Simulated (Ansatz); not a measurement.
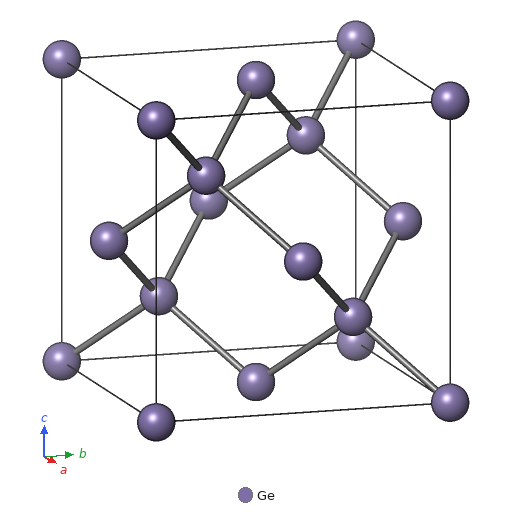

System: Ge, space group Fd-3m (No. 227). The picture shows the conventional cell.

Structure:
```
Ge
1.0
     0.00000    2.82877    2.82877
     2.82877    0.00000    2.82877
     2.82877    2.82877    0.00000
Ge
2
Direct
  0.50000 0.50000 0.50000
  0.75000 0.75000 0.75000
```

One of the inputs:
```
crystal:
  lattice:
    - [0.0, 2.82877, 2.82877]
    - [2.82877, 0.0, 2.82877]
    - [2.82877, 2.82877, 0.0]
  atoms:
    - { symbol: Ge, position: [0.5, 0.5, 0.5] }
    - { symbol: Ge, position: [0.75, 0.75, 0.75] }
kpoints:
  mp_grid: { grid: [10, 10, 10] }
  band_path:
    path:
      - [0.0, 0.0, 0.0]
      - [0.5, 0.0, 0.5]
      - [0.625, 0.25, 0.625]
      - [0.375, 0.375, 0.75]
      - [0.0, 0.0, 0.0]
      - [0.5, 0.5, 0.5]
      - [0.5, 0.25, 0.75]
      - [0.5, 0.0, 0.5]
    npoints: 8
scf:
  occupations: { method: fermi_dirac, width: 0.05 }
hamiltonian:
  xc: pbe
  pseudopotentials: { kind: paw }
output:
  forces: true
  stress: true
  eigenvalues: true
  efg: { contact_densities: true }
  populations: true
  bader: true
  dos: { projected: true, de: 0.2, e_range: [-14, 8] }
```

Run as:
```bash
ansatz run input.yaml --threads 1 --pin off --max-ram 2048MiB --backend cpu --events-out ev --progress --plain --runs-dir out
```

Computed with Ansatz 0.2.0: periodic Kohn-Sham DFT of a crystal at fixed atoms, scaled to the stated factor times the given cell; pressure positive in compression. Level: PBE.

- method: frozen-core PAW
- relativity: scalar
- k mesh: 10×10×10
- occupations: Fermi–Dirac
- smearing width: 0.05 eV
- wave cutoff: 420 eV
- PAW set: soft_2

V(given) is 22.64 Å³/atom.

What does the calculation give for the pressure against V/V(given)? The V/V(given) takes the values 0.96, 0.98, 1.00, 1.02, 1.04.

The pressure falls from 7.040 GPa at V/V(given) 0.96 to 0.941 GPa at 1.04.

```tsv
V/V(given)	pressure (GPa)
0.96	7.040
0.98	5.240
1.00	3.654
1.02	2.230
1.04	0.941
```

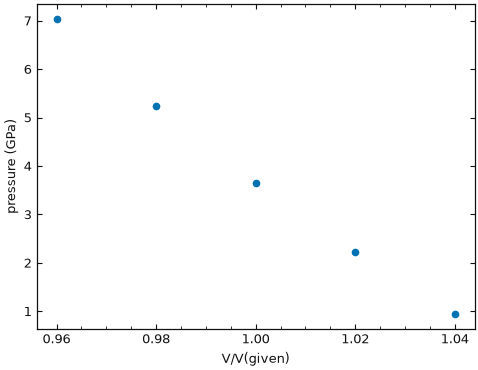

Note: small gap, it may come from the mesh; the volumes run don't bracket the minimum of the energy, so any equilibrium value is extrapolated.
